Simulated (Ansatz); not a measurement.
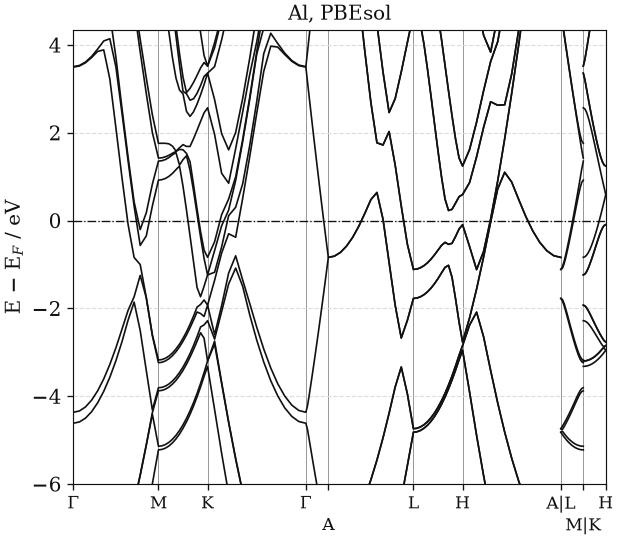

Band structure. Energies are counted from the Fermi level.

What lattice type does the k path imply?

Answer. A hexagonal (primitive) lattice: the path Γ–M–K–Γ–A–L–H–A|L–M|K–H runs through the special points of its Brillouin zone.

System: Al, space group P6_3/mmc (No. 194), 4 atoms in the cell; a = 2.827 Å, c = 9.278 Å (hexagonal axes).

Ansatz 0.2.0; PBEsol, Ansatz PAW, no spin polarisation, no spin-orbit coupling, 9×9×3 k mesh, 420 eV cutoff, Fermi-Dirac smearing of 0.05 eV.

Does this material conduct, going by its bands?

Answer. A metal: bands cross the Fermi level along this path.

Which levels at H lie nearest to the Fermi level?

Answer. At H the nearest levels lie 0.09 eV below and 0.59 eV above the Fermi level.

The PAW data sets were made with another functional. The k mesh is thin for a metal, so its Fermi level is uncertain. The cell is under a strain of +1 % (uniaxial). Bands are joined in order of energy, so crossings between the computed points show as kinks or gaps.
